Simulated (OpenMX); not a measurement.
# Energy of CsBr along an even scaling of the cell

System: CsBr (2 atoms in the cell).
Method: Kohn-Sham DFT of a periodic cell, PBE, OpenMX 2013 PBE set, no spin polarisation (OpenMX 3.8.5).

The 7 runs differ only in the geometry, by an even scaling of the cell at fixed fractional positions. The structure derives from a Materials Project entry.

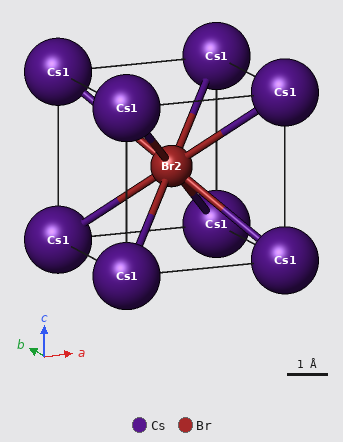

Figure 1. The structure of run 4 (ball-and-stick view of the cell of the calculation, seen slightly off an axis; atoms are numbered from 1 in the order of the input).

### Input of run 4
```
System.CurrrentDirectory             ./
System.Name                          CsBr
DATA.PATH                            ./DFT_DATA13
level.of.stdout                      1
level.of.fileout                     0
Species.Number                       2
<Definition.of.Atomic.Species
  Cs  Cs12.0-s3p2d2          Cs_PBE13
  Br  Br7.0-s3p2d2           Br_PBE13
Definition.of.Atomic.Species>

Atoms.Number                         2
Atoms.SpeciesAndCoordinates.Unit     FRAC
<Atoms.SpeciesAndCoordinates
    1  Cs    0.0000000000    0.0000000000    0.0000000000   4.500  4.500
    2  Br    0.5000000000    0.5000000000    0.5000000000   3.500  3.500
Atoms.SpeciesAndCoordinates>

Atoms.UnitVectors.Unit               Ang
<Atoms.UnitVectors
     4.3256222200    0.0000000000    0.0000000000
     0.0000000000    4.3256222200    0.0000000000
     0.0000000000    0.0000000000    4.3256222200
Atoms.UnitVectors>

scf.XcType                           GGA-PBE
scf.SpinPolarization                 off
scf.ElectronicTemperature            580.226
scf.energycutoff                     300.0
scf.maxIter                          100
scf.EigenvalueSolver                 band
scf.Kgrid                            7 7 7
scf.Mixing.Type                      rmm-diisk
scf.Init.Mixing.Weight               0.05
scf.Min.Mixing.Weight                0.001
scf.Max.Mixing.Weight                0.3
scf.Mixing.History                   25
scf.Mixing.StartPulay                8
scf.criterion                        1.0e-8
scf.stress.tensor                    on
MD.Type                              nomd
```

Command:
```bash
openmx CsBr.dat -nt 1 > CsBr.std
```

Lattice vectors (Å) and fractional positions of run 4:
```
   4.325622    0.000000    0.000000
   0.000000    4.325622    0.000000
   0.000000    0.000000    4.325622
Cs  0.000000  0.000000  0.000000
Br  0.500000  0.500000  0.500000
```

Run 6 has the same physical settings and fractional positions; its lattice vectors (Å) are:
```
   4.382545    0.000000    0.000000
   0.000000    4.382545    0.000000
   0.000000    0.000000    4.382545
```

### Results, with one run withheld

| run | volume per atom (Å³) | free energy per atom, from the lowest run given (meV) | gap on the mesh (eV) |
| --- | --- | --- | --- |
| 1 | 38.040 | 23.80 | 4.77 |
| 2 | 38.850 | 15.51 | 4.73 |
| 3 | 39.659 | 9.14 | 4.62 |
| 4 | 40.468 | 4.56 | 4.52 |
| 5 | 41.278 | 1.61 | 4.43 |
| 6 | 42.087 | ? | ? |
| 7 | 42.896 | 0.00 | 4.27 |

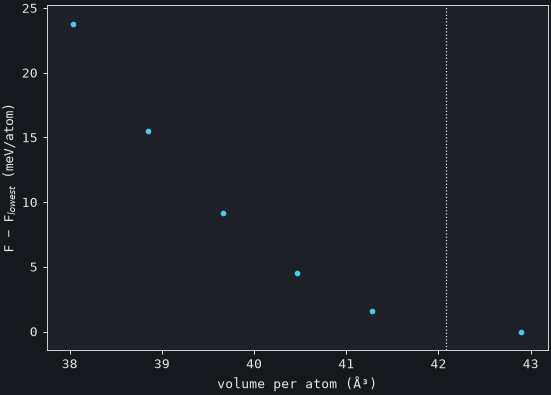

Figure 2. Free energy per atom of the runs given; the dotted line marks run 6.

Fit the runs given and predict run 6.

A cubic polynomial in V^(−2/3) (the Birch–Murnaghan form), fitted to the 6 runs given, misses them by at most 0.01 meV per atom. With x = V^(−2/3) − 0.08529 Å⁻², it reads F = 6.182 + 3840.6 x + 5.8244e+05 x² − 1.2644e+06 x³ (meV per atom). At run 6 it gives 0.12 meV per atom, and the run itself gives 0.13. The fit has its minimum at 42.566 Å³ per atom, where V d²F/dV² gives 13.4 GPa: the bulk modulus at this level, since symmetry fixes the shape and the positions. The gap on the mesh goes, without turning, from 4.77 eV in run 1 to 4.27 eV in run 7; run 6 has 4.35 eV. These are gaps of this functional on this mesh, which can miss the band edges; they aren't the measured gap.

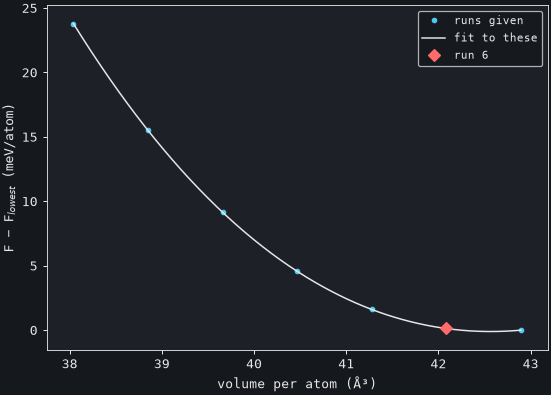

Figure 3. The fit and the withheld run.

### Some lines of the output (run 6)
```
[...]
  Cell_Volume =    568.035671049000 (Bohr^3)
        Total energy (Hartree) at MD = 1
   kloop=0
   kloop=1
   kloop=171
```

Notes: With a small basis of atomic orbitals these values can differ much from converged plane-wave results.
